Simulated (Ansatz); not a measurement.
**Ni: which magnetic state does the SCF reach?**

Aim: see which self-consistent states Ni reaches from different starts at one fixed geometry, and which of them is lowest. Ni is taken in the measured crystal structure (space group Fm-3m, primitive cell doubled), 2 atoms in the cell. Source: COD entry 9013002, which need not be the ambient phase.

Program: Ansatz 0.2.0. Level of theory: DFT PBE, PAW, plane waves, scalar-relativistic. These are calculated values, not measurements.

## 1. The structure to begin with

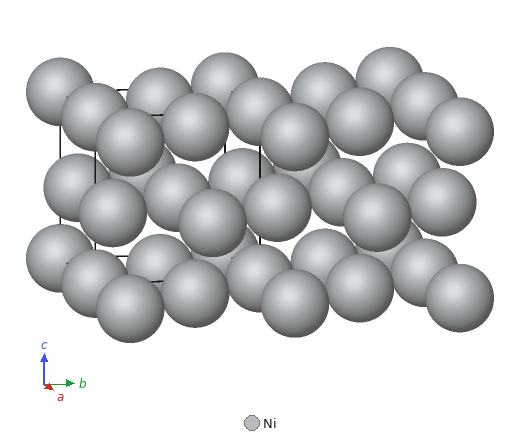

The starting structure, seen slightly off an axis (nickel light grey). 2×2×1 cells are drawn. Atoms on the faces are drawn again on the opposite ones. The cell drawn here is the conventional one.

As a file:

```cif
data_structure
_symmetry_space_group_name_H-M 'Fm-3m'
_symmetry_Int_Tables_number 225
_cell_length_a 3.5448
_cell_length_b 3.5448
_cell_length_c 3.5448
_cell_angle_alpha 90.000
_cell_angle_beta 90.000
_cell_angle_gamma 90.000
_cell_volume 44.54
loop_
_atom_site_label
_atom_site_type_symbol
_atom_site_symmetry_multiplicity
_atom_site_Wyckoff_symbol
_atom_site_fract_x
_atom_site_fract_y
_atom_site_fract_z
_atom_site_occupancy
Ni1 Ni 4 a 0.00000 0.00000 0.00000 1
```

Atoms are counted from 1 in the order of input.yaml (Ni2 and so on).

Planned first: parallel moments, plain SCF; opposed moments +-, plain SCF; no spin polarisation; spin on, no moments given (the program may seed its own), plain SCF. Further starts follow from what these give.

“Plain SCF” means no search for lower states. 

Site moments are integrals over atomic spheres and don't add up to the total.

## 2. Parallel moments, plain SCF

File input.yaml:

```yaml
crystal:
  lattice:
    - [-1.7724, -3.5448, -1.7724]
    - [-1.7724, 0.0, -1.7724]
    - [1.7724, 0.0, -1.7724]
  atoms:
    - { symbol: Ni, position: [0.0, 0.0, 0.0], spin: 2.0 }
    - { symbol: Ni, position: [0.5, 0.0, 0.5], spin: 2.0 }
magnetization:
  spin_polarized: true
hamiltonian:
  xc: pbe
  pseudopotentials: { kind: paw }
basis:
  ecutwfc: 420
kpoints:
  mp_grid: { grid: [8, 14, 11] }
scf:
  occupations: { method: fermi_dirac, width: 0.1 }
  lower_state_search: "off"
output:
  forces: true
  stress: true
  write_density: true
  write_potential: true
  elf: true
  volumetric_format: npy
```

Started as:

```console
$ ansatz run input.yaml --threads 2 --pin off --max-ram 5120MiB --backend cpu --events-out ev --progress --plain --runs-dir out
```

What it wrote (excerpt; [...] marks lines left out):

```text
Warning: crystal.symmetry: narrowed to the stabiliser of the k-point mesh — unitary ops 32 → 8; excluded 24 operations that carry a point of the 8×14×11 mesh (shift [0, 0, 0]) off the mesh (the run samples exactly the mesh kpoints.mp_grid names, as under crystal.symmetry.detect: false, [...]
Pseudopotentials: kind: paw
Pseudopotential: Ni, paw, valence charge 18, recommended cutoff 420 eV (normal), Ni.paw.azcp
Functional definition: PBE
[...]
Crystal: 2 atoms, lattice volume = 22.271 Å³
Basis set: ecut = 420 eV, 451 PW (Γ), exchange–correlation on 60×36×36 points (8 copies of the dense FFT grid, shifted against one another)
Bands: 24, of which v1, the nominal top of the filled ones, is band 18 counted from 1 (17 counted from 0)
Symmetry: 8 space group operations
k-points: 348 of 1232
[...]
Starting moments: Σ|m| = 4 μB on 2 of 2 sites
[...]
SCF iter   1: F=—  HF=-11678.940474 eV  |F-HF|=—  |Δ(HF+E_count)|=         —  Δρ=1.27e-1 (↑1.13e-1 ↓1.27e-1)  dr2=3.04e-2  dr2_m=2.92e0  M=1.877 μB ∫|m|=2.092 μB  β_m=0.30  ethr=8.45e-5  ⟨swp⟩=1.0  Hψ=82095  notcnv=0
[...]
spin-set hold released at iteration 1 (the charge has settled, or the pull on large starting moments outlasts its swing): the magnetisation degrees of freedom join the quasi-Newton model from the next iteration; the mixer history was flushed
[...]
SCF iter  11: F=-11679.490647 eV  HF=-11679.490647 eV  |F-HF|=3.15e-10  |Δ(HF+E_count)|=   4.29e-9  Δρ=2.60e-6 (↑7.21e-7 ↓2.60e-6)  dr2=3.87e-10  dr2_m=2.58e-10  M=1.252 μB ∫|m|=1.434 μB  ethr=2.69e-12  ⟨swp⟩=4.2  Hψ=86607  notcnv=0
[...]
SCF converged after 11 iterations
Magnetization: 1.2520 μB (18.6260 up, 17.3740 down)
Absolute magnetization: 1.4360 μB (∫|ρ↑−ρ↓|, with the PAW one-centre terms)
Spin contamination: 0.0141 ħ² per cell (⟨S²⟩ above its minimum at these occupations)
Per-site moments (μB) at R_I (Å): [(0.6648137661436905, 1.0339527486544056), (0.6648137661436901, 1.0339527486544056)]
Free energy (F): -11679.490647 eV
[...]
E sigma→0 (E₀):  -11679.435483 eV
Entropy (-TS):   -0.110328 eV (-55.164 meV/atom)
Fermi energy:    17.649018 eV
[...]
--- Forces (eV/Å), atoms counted from 1 ---
  atom   1  Ni    -0.00000000    -0.00000000    -0.00000000
  atom   2  Ni    -0.00000000     0.00000000    -0.00000000
[...]
--- Stress (GPa, compression-positive) ---
       -3.938682       0.009919       0.082068
        0.009918      -3.810545       0.009918
        0.082068       0.009919      -3.938682
  P = ⅓ Tr σ = -3.8960 GPa (-38.960 kbar)
--- Band table (eV; the first three rows and the last of 696) ---
  k-point 0 ↑: bands = ["-85.9690", "-85.9289", "-46.4276", "-46.3116", "-46.3106", "-46.2380", "-46.2363", "-46.2353", "8.6945", "13.0890", "13.5475", "15.2648", "15.2649", "15.2687", "16.4036", "16.4041", "17.0951", "17.1787", "17.1788", "19.9930", "26.5971", "32.1778", "32.1783", "36.8938"]
[...]
```

It took 21 s on 2 threads of Arm Neoverse V1, shared host; peak memory 0.53 GiB.

The state reached is ferromagnetic, site moments Ni1 0.66, Ni2 0.66 μB, total 1.25 μB per cell, no gap on the k-mesh.

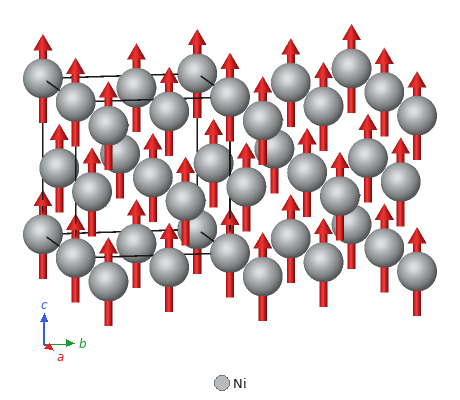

The moments of this state as arrows, longer for larger moments (red one way, blue the other). Without spin-orbit coupling their common direction is free.

The maps below are laid out on this run's own conventional cell (a, b, c = 3.545, 3.545, 3.545 Å).

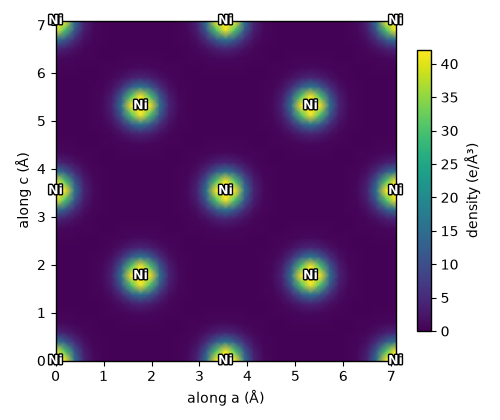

Density in a lattice plane of the grid's cell (edges 3.54 and 3.54 Å, at 0.000 of the third edge), which holds Ni. Only atoms in the plane are labelled; the density scale stops at 42.05 e/Å³. It is the smooth density of the valence electrons, not physical close to the nuclei.

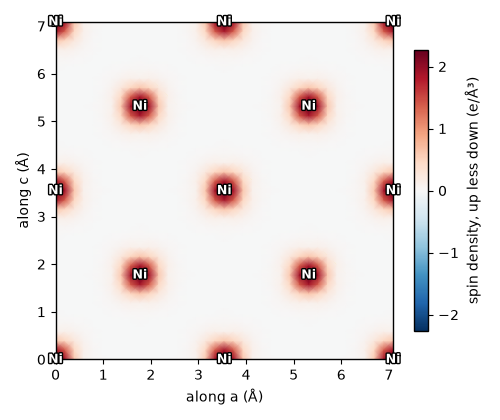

Spin density in a lattice plane of the grid's cell (edges 3.54 and 3.54 Å, at 0.000 of the third edge), which holds Ni.

## 3. Opposed moments +-, plain SCF

Changes to input.yaml since step 2:

```diff
@@ -7,3 +7,3 @@
     - { symbol: Ni, position: [0.0, 0.0, 0.0], spin: 2.0 }
-    - { symbol: Ni, position: [0.5, 0.0, 0.5], spin: 2.0 }
+    - { symbol: Ni, position: [0.5, 0.0, 0.5], spin: -2.0 }
 magnetization:
```

Started as:

```console
$ ansatz run input.yaml --threads 2 --pin off --max-ram 5120MiB --backend cpu --events-out ev --progress --plain --runs-dir out
```

What it wrote (excerpt; [...] marks lines left out):

```text
Warning: crystal.symmetry: narrowed to the stabiliser of the k-point mesh — unitary ops 16 → 4; excluded 12 operations that carry a point of the 8×14×11 mesh (shift [0, 0, 0]) off the mesh (the run samples exactly the mesh kpoints.mp_grid names, as under crystal.symmetry.detect: false, [...]
[... 11 lines as in an earlier run ...]
Symmetry: 4 space group operations
[... 5 lines as in an earlier run ...]
Starting moments: Σ|m| = 4 μB on 2 of 2 sites
[... 2 lines as in an earlier run ...]
spin-down is spin-up translated by (0.5, 0, 0.5): one eigenproblem is solved per k-point and the antiferromagnetic symmetry of the starting moments is kept exactly by this SCF (crystal.symmetry.spin_inversion_symmetry: false solves both channels; [...]
SCF iter   1: F=—  HF=-11678.566049 eV  |F-HF|=—  |Δ(HF+E_count)|=         —  Δρ=1.46e-1 (↑1.46e-1 ↓1.46e-1)  dr2=7.75e-2  dr2_m=4.31e0  M=0.000 μB ∫|m|=1.769 μB  β_m=0.30  ethr=2.16e-4  ⟨swp⟩=1.3  Hψ=41576  notcnv=0
[...]
[... 1 line as in an earlier run ...]
[...]
SCF iter  15: F=-11679.416863 eV  HF=-11679.416863 eV  |F-HF|=1.09e-11  |Δ(HF+E_count)|=  3.27e-11  Δρ=2.60e-7 (↑2.60e-7 ↓2.60e-7)  dr2=1.47e-12  dr2_m=1.21e-11  M=0.000 μB ∫|m|=0.000 μB  ethr=1.00e-12  ⟨swp⟩=4.1  Hψ=38624  notcnv=0
WARN: the starting moments were not kept: the SCF closed with an absolute magnetisation of 6.7e-6 μB, where they sum to 4 μB in size (2 sites). That is at most 0.1 of that sum. Measured as dr2_m measures the in/out step, that magnetisation stands 3.3e-11 eV from none, at or under the [...]
SCF converged after 15 iterations
Magnetization: 0.0000 μB (18.0000 up, 18.0000 down)
Absolute magnetization: 0.0000 μB (∫|ρ↑−ρ↓|, with the PAW one-centre terms)
Spin contamination: 0.0000 ħ² per cell (⟨S²⟩ above its minimum at these occupations)
Per-site moments (μB) at R_I (Å): [(-9.678324550284637e-7, 1.0339527486544056), (9.678324550284637e-7, 1.0339527486544056)]
Free energy (F): -11679.416863 eV
[...]
E sigma→0 (E₀):  -11679.326096 eV
Entropy (-TS):   -0.181534 eV (-90.767 meV/atom)
Fermi energy:    17.482704 eV
[...]
--- Forces (eV/Å), atoms counted from 1 ---
  atom   1  Ni    -0.00000000     0.00000000     0.00000000
  atom   2  Ni    -0.00000000     0.00000000    -0.00000000
[...]
--- Stress (GPa, compression-positive) ---
       -4.733612      -0.000597      -0.046959
       -0.000597      -4.874070      -0.000597
       -0.046959      -0.000597      -4.733612
  P = ⅓ Tr σ = -4.7804 GPa (-47.804 kbar)
--- Band table (eV; the first three rows and the last of 696) ---
[... band rows left out ...]
[...]
```

Run time: 14 s. Hardware: 2 threads of Arm Neoverse V1, shared host; peak memory 0.5 GiB.

End: non-magnetic, no gap on the k-mesh. Against step 2, the lowest until now, it is 36.9 meV/atom higher.

The maps below are laid out on this run's own conventional cell (a, b, c = 3.545, 3.545, 3.545 Å).

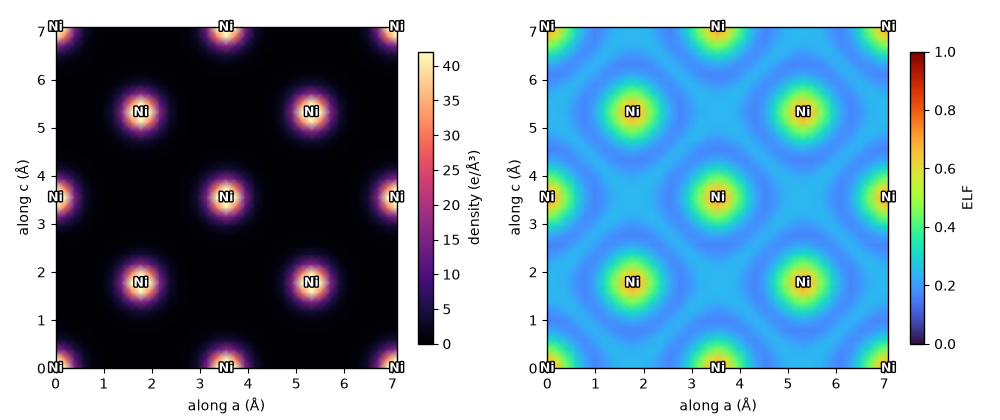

Density (left) and ELF (right) in a lattice plane of the grid's cell (edges 3.54 and 3.54 Å, at 0.000 of the third edge), which holds Ni. Only atoms in the plane are labelled; the density scale stops at 42.04 e/Å³. Both are smooth fields of the valence electrons: close to the nuclei they are not physical.

## 4. No spin polarisation

Changes to input.yaml since step 3:

```diff
@@ -6,6 +6,4 @@
   atoms:
-    - { symbol: Ni, position: [0.0, 0.0, 0.0], spin: 2.0 }
-    - { symbol: Ni, position: [0.5, 0.0, 0.5], spin: -2.0 }
-magnetization:
-  spin_polarized: true
+    - { symbol: Ni, position: [0.0, 0.0, 0.0] }
+    - { symbol: Ni, position: [0.5, 0.0, 0.5] }
 hamiltonian:
```

Started as:

```console
$ ansatz run input.yaml --threads 2 --pin off --max-ram 5120MiB --backend cpu --events-out ev --progress --plain --runs-dir out
```

What it wrote (excerpt; [...] marks lines left out):

```text
[... 11 lines as in an earlier run ...]
Bands: 22, of which v1, the nominal top of the filled ones, is band 18 counted from 1 (17 counted from 0)
[... 5 lines as in an earlier run ...]
[...]
[... 2 lines as in an earlier run ...]
SCF iter   1: F=—  HF=-11679.416642 eV  |F-HF|=—  |Δ(HF+E_count)|=         —  Δρ=2.30e-3  dr2=5.79e-4  ethr=1.77e-3  ⟨swp⟩=4.4  Hψ=27621  notcnv=0
[...]
SCF iter   6: F=-11679.416863 eV  HF=-11679.416863 eV  |F-HF|=9.09e-10  |Δ(HF+E_count)|=   8.47e-9  Δρ=5.21e-6  dr2=1.58e-9  ethr=2.57e-11  ⟨swp⟩=5.3  Hψ=45269  notcnv=0
[...]
SCF converged after 6 iterations
Free energy (F): -11679.416863 eV
[...]
E sigma→0 (E₀):  -11679.326096 eV
Entropy (-TS):   -0.181534 eV (-90.767 meV/atom)
Fermi energy:    17.482695 eV
[... 29 lines left out: energy terms, forces, stress, bands ...]
```

Wall time 6 s (2 threads of Arm Neoverse V1, shared host); peak memory 0.41 GiB.

The run ends in the same state as step 3 (non-magnetic); it took 6 iterations.

## 5. Spin on, no moments given (the program may seed its own), plain SCF

Changes to input.yaml since step 4:

```diff
@@ -21,5 +21,3 @@
   stress: true
-  write_density: true
-  write_potential: true
-  elf: true
-  volumetric_format: npy
+magnetization:
+  spin_polarized: true
```

Started as:

```console
$ ansatz run input.yaml --threads 2 --pin off --max-ram 5120MiB --backend cpu --events-out ev --progress --plain --runs-dir out
```

What it wrote (excerpt; [...] marks lines left out):

```text
[... 1 line as in an earlier run ...]
band count auto-derived: 24 (N_el = 36.0; filled up to band 18; 22 by the electrons, moments and atoms)
[... 19 lines as in an earlier run ...]
[...]
SCF iter   1: F=—  HF=-11678.031721 eV  |F-HF|=—  |Δ(HF+E_count)|=         —  Δρ=1.77e-1 (↑1.77e-1 ↓1.76e-1)  dr2=1.18e-2  dr2_m=6.37e0  M=2.554 μB ∫|m|=2.554 μB  ethr=4.63e-4  ⟨swp⟩=1.3  Hψ=41525  notcnv=0
[...]
SCF iter  10: F=-11679.490647 eV  HF=-11679.490647 eV  |F-HF|=2.16e-9  |Δ(HF+E_count)|=   8.35e-7  Δρ=9.00e-6 (↑6.98e-6 ↓9.00e-6)  dr2=5.70e-9  dr2_m=4.30e-9  M=1.252 μB ∫|m|=1.434 μB  ethr=2.78e-10  ⟨swp⟩=3.2  Hψ=63419  notcnv=0
[...]
SCF converged after 10 iterations
Magnetization: 1.2520 μB (18.6260 up, 17.3740 down)
Absolute magnetization: 1.4360 μB (∫|ρ↑−ρ↓|, with the PAW one-centre terms)
Spin contamination: 0.0141 ħ² per cell (⟨S²⟩ above its minimum at these occupations)
Per-site moments (μB) at R_I (Å): [(0.6648313698699013, 1.0339527486544056), (0.6648313698699012, 1.0339527486544056)]
Free energy (F): -11679.490647 eV
[...]
E sigma→0 (E₀):  -11679.435485 eV
Entropy (-TS):   -0.110324 eV (-55.162 meV/atom)
Fermi energy:    17.649029 eV
[... 24 lines left out: energy terms, forces, stress ...]
```

Run time: 13 s. Hardware: 2 threads of Arm Neoverse V1, shared host; peak memory 0.51 GiB.

This is the state of step 2 again (ferromagnetic), after 10 iterations.

## 6. Parallel moments scaled by 0.1, plain SCF

Changes to input.yaml since step 5:

```diff
@@ -6,4 +6,6 @@
   atoms:
-    - { symbol: Ni, position: [0.0, 0.0, 0.0] }
-    - { symbol: Ni, position: [0.5, 0.0, 0.5] }
+    - { symbol: Ni, position: [0.0, 0.0, 0.0], spin: 0.2 }
+    - { symbol: Ni, position: [0.5, 0.0, 0.5], spin: 0.2 }
+magnetization:
+  spin_polarized: true
 hamiltonian:
@@ -21,3 +23,5 @@
   stress: true
-magnetization:
-  spin_polarized: true
+  write_density: true
+  write_potential: true
+  elf: true
+  volumetric_format: npy
```

Started as:

```console
$ ansatz run input.yaml --threads 2 --pin off --max-ram 5120MiB --backend cpu --events-out ev --progress --plain --runs-dir out
```

What it wrote (excerpt; [...] marks lines left out):

```text
[... 11 lines as in an earlier run ...]
Bands: 23, of which v1, the nominal top of the filled ones, is band 18 counted from 1 (17 counted from 0)
[... 6 lines as in an earlier run ...]
Starting moments: Σ|m| = 0.4 μB on 2 of 2 sites
[... 2 lines as in an earlier run ...]
[...]
SCF iter   1: F=—  HF=-11679.437941 eV  |F-HF|=—  |Δ(HF+E_count)|=         —  Δρ=3.48e-2 (↑3.48e-2 ↓1.14e-2)  dr2=1.65e-1  dr2_m=5.07e-2  M=0.528 μB ∫|m|=0.541 μB  β_m=1.00  ethr=4.60e-4  ⟨swp⟩=1.0  Hψ=79323  notcnv=0
[...]
spin-set hold released at iteration 9 (site moments contracting): the magnetisation degrees of freedom join the quasi-Newton model from the next iteration; the mixer history was flushed
[...]
SCF iter  16: F=-11679.490647 eV  HF=-11679.490647 eV  |F-HF|=1.44e-9  |Δ(HF+E_count)|=   1.12e-8  Δρ=4.40e-6 (↑2.80e-6 ↓4.40e-6)  dr2=2.97e-9  dr2_m=9.41e-10  M=1.252 μB ∫|m|=1.434 μB  ethr=5.91e-11  ⟨swp⟩=5.4  Hψ=89208  notcnv=0
[...]
SCF converged after 16 iterations
Magnetization: 1.2519 μB (18.6260 up, 17.3740 down)
Absolute magnetization: 1.4360 μB (∫|ρ↑−ρ↓|, with the PAW one-centre terms)
Spin contamination: 0.0141 ħ² per cell (⟨S²⟩ above its minimum at these occupations)
Per-site moments (μB) at R_I (Å): [(0.6648108298855672, 1.0339527486544056), (0.664810829885567, 1.0339527486544056)]
Free energy (F): -11679.490647 eV
[...]
E sigma→0 (E₀):  -11679.435483 eV
Entropy (-TS):   -0.110329 eV (-55.164 meV/atom)
Fermi energy:    17.649044 eV
[... 29 lines left out: energy terms, forces, stress, bands ...]
```

It took 24 s on 2 threads of Arm Neoverse V1, shared host; peak memory 0.51 GiB.

Nothing new: the 16 iterations lead to the state found in step 2 (ferromagnetic).

## 7. Moments ++ scaled by 1.4, plain SCF

Changes to input.yaml since step 6:

```diff
@@ -6,4 +6,4 @@
   atoms:
-    - { symbol: Ni, position: [0.0, 0.0, 0.0], spin: 0.2 }
-    - { symbol: Ni, position: [0.5, 0.0, 0.5], spin: 0.2 }
+    - { symbol: Ni, position: [0.0, 0.0, 0.0], spin: 2.8 }
+    - { symbol: Ni, position: [0.5, 0.0, 0.5], spin: 2.8 }
 magnetization:
@@ -23,5 +23 @@
   stress: true
-  write_density: true
-  write_potential: true
-  elf: true
-  volumetric_format: npy
```

Started as:

```console
$ ansatz run input.yaml --threads 2 --pin off --max-ram 5120MiB --backend cpu --events-out ev --progress --plain --runs-dir out
```

What it wrote (excerpt; [...] marks lines left out):

```text
[... 11 lines as in an earlier run ...]
Bands: 25, of which v1, the nominal top of the filled ones, is band 18 counted from 1 (17 counted from 0)
[... 6 lines as in an earlier run ...]
Starting moments: Σ|m| = 5.6 μB on 2 of 2 sites
[... 2 lines as in an earlier run ...]
[...]
SCF iter   1: F=—  HF=-11677.920894 eV  |F-HF|=—  |Δ(HF+E_count)|=         —  Δρ=2.00e-1 (↑1.97e-1 ↓2.00e-1)  dr2=1.20e-2  dr2_m=8.00e0  M=2.184 μB ∫|m|=2.369 μB  β_m=0.30  ethr=3.35e-5  ⟨swp⟩=1.8  Hψ=88228  notcnv=0
[...]
spin-set hold released at iteration 8 (site moments contracting): the magnetisation degrees of freedom join the quasi-Newton model from the next iteration; the mixer history was flushed
[...]
SCF iter  16: F=-11679.490647 eV  HF=-11679.490647 eV  |F-HF|=2.41e-9  |Δ(HF+E_count)|=   6.00e-9  Δρ=4.09e-6 (↑4.09e-6 ↓1.61e-6)  dr2=2.51e-9  dr2_m=7.78e-10  M=1.252 μB ∫|m|=1.434 μB  ethr=4.84e-11  ⟨swp⟩=2.2  Hψ=54684  notcnv=0
[...]
SCF converged after 16 iterations
an eigenvalue changed by more than its tolerance at an iteration that met the thresholds in force, so the SCF went on 1 time: the last check found none over its tolerance
Magnetization: 1.2519 μB (18.6260 up, 17.3740 down)
Absolute magnetization: 1.4360 μB (∫|ρ↑−ρ↓|, with the PAW one-centre terms)
Spin contamination: 0.0141 ħ² per cell (⟨S²⟩ above its minimum at these occupations)
Per-site moments (μB) at R_I (Å): [(0.6647996108718616, 1.0339527486544056), (0.6647996108718615, 1.0339527486544056)]
Free energy (F): -11679.490647 eV
[...]
E sigma→0 (E₀):  -11679.435483 eV
Entropy (-TS):   -0.110329 eV (-55.164 meV/atom)
Fermi energy:    17.648974 eV
[... 24 lines left out: energy terms, forces, stress ...]
```

It took 22 s on 2 threads of Arm Neoverse V1, shared host; peak memory 0.51 GiB.

Nothing new: the 16 iterations lead to the state found in step 2 (ferromagnetic).

## 8. A moment on one site alone, plain SCF

Changes to input.yaml since step 7:

```diff
@@ -6,4 +6,4 @@
   atoms:
-    - { symbol: Ni, position: [0.0, 0.0, 0.0], spin: 2.8 }
-    - { symbol: Ni, position: [0.5, 0.0, 0.5], spin: 2.8 }
+    - { symbol: Ni, position: [0.0, 0.0, 0.0] }
+    - { symbol: Ni, position: [0.5, 0.0, 0.5], spin: 2.0 }
 magnetization:
@@ -23 +23,5 @@
   stress: true
+  write_density: true
+  write_potential: true
+  elf: true
+  volumetric_format: npy
```

Started as:

```console
$ ansatz run input.yaml --threads 2 --pin off --max-ram 5120MiB --backend cpu --events-out ev --progress --plain --runs-dir out
```

What it wrote (excerpt; [...] marks lines left out):

```text
[... 18 lines as in an earlier run ...]
Starting moments: Σ|m| = 2 μB on 1 of 2 sites
[... 2 lines as in an earlier run ...]
SCF iter   1: F=—  HF=-11679.262867 eV  |F-HF|=—  |Δ(HF+E_count)|=         —  Δρ=1.12e-1 (↑1.12e-1 ↓3.76e-2)  dr2=2.37e0  dr2_m=8.06e-1  M=1.436 μB ∫|m|=1.543 μB  β_m=0.30  ethr=3.10e-3  ⟨swp⟩=4.8  Hψ=57722  notcnv=0
[...]
spin-set hold released at iteration 5 (the charge has settled, or the pull on large starting moments outlasts its swing): the magnetisation degrees of freedom join the quasi-Newton model from the next iteration; the mixer history was flushed
[...]
SCF iter  22: F=-11679.490647 eV  HF=-11679.490647 eV  |F-HF|=3.20e-9  |Δ(HF+E_count)|=   4.05e-9  Δρ=3.29e-6 (↑1.36e-6 ↓3.29e-6)  dr2=3.47e-9  dr2_m=2.99e-10  M=1.252 μB ∫|m|=1.434 μB  ethr=1.61e-10  ⟨swp⟩=5.1  Hψ=86286  notcnv=0
[...]
SCF converged after 22 iterations
an eigenvalue changed by more than its tolerance at an iteration that met the thresholds in force, so the SCF went on 1 time: the last check found none over its tolerance
Magnetization: 1.2519 μB (18.6260 up, 17.3740 down)
Absolute magnetization: 1.4360 μB (∫|ρ↑−ρ↓|, with the PAW one-centre terms)
Spin contamination: 0.0141 ħ² per cell (⟨S²⟩ above its minimum at these occupations)
Per-site moments (μB) at R_I (Å): [(0.6648163271673379, 1.0339527486544056), (0.6648025938078868, 1.0339527486544056)]
Free energy (F): -11679.490647 eV
[...]
E sigma→0 (E₀):  -11679.435483 eV
Entropy (-TS):   -0.110329 eV (-55.164 meV/atom)
Fermi energy:    17.649010 eV
[... 29 lines left out: energy terms, forces, stress, bands ...]
```

Run time: 28 s. Hardware: 2 threads of Arm Neoverse V1, shared host; peak memory 0.53 GiB.

This is the state of step 2 again (ferromagnetic), after 22 iterations.

[end of part 1 of 2]
